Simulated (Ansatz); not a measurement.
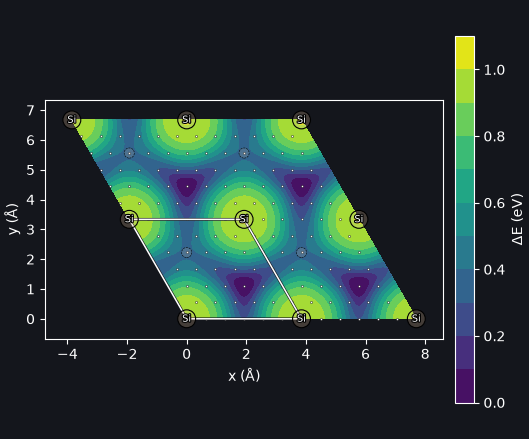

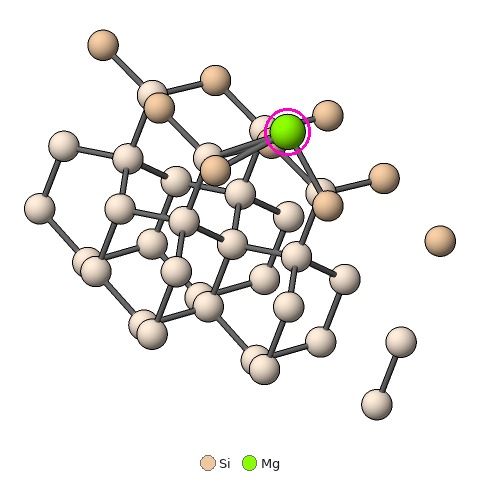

Energy landscape of Mg on a Si(001) slab cut from the P6_3/mmc phase, its upper half relaxed before the scan (24 atoms of substrate and one adsorbate in a 2 × 2 cell). Mg is moved over the surface cell; relaxed at each place: the height of the adsorbate's atoms; substrate rigid; the origin of the map has the adsorbate above Si21. Places are given modulo a cell vector. The map is drawn in real space over the plane of the surface. Grid: 6 × 6 points; 10 points were computed and 26 follow by symmetry. Places are given in fractions of the 1 × 1 surface cell. Energies are in eV, from the lowest grid point. Computed with DFT PBE, scalar-relativistic, plane waves, PAW (Ansatz 0.2.0). Settings: cutoff 420 eV, k-mesh 6×6×1, gaussian smearing 0.05 eV, no spin polarisation.

Drawn: filled contours, dots at the grid points, labelled circles for the atoms of the top layer and small ones for the second layer, the outline of one cell of the 2 × 2 shown. Between grid points the surface is interpolated. The second picture is the structure at the lowest point; rings mark the moved atoms.

Q: Describe this landscape.

A: The lowest grid point is at a threefold hollow, (4/6, 2/6) of the cell vectors. The highest grid point, the top site over a surface Si atom, (0/6, 0/6) of the cell vectors, lies 1.00 eV above the lowest. On the interpolated surface the easiest way out of the lowest well to its copy in the next cell or period passes a barrier of about 0.39 eV. At the lowest point the adsorbate has 3 Si at 2.73 Å as nearest neighbours, at the highest 1 Si at 2.63 Å. Its relaxed height above the top atom is 1.58 Å at the lowest and 2.63 Å at the highest point.

Time for the 10 points that were run: 40 min on 2 threads of Arm Neoverse V1 (shared host).

PAW datasets: the set soft_1.
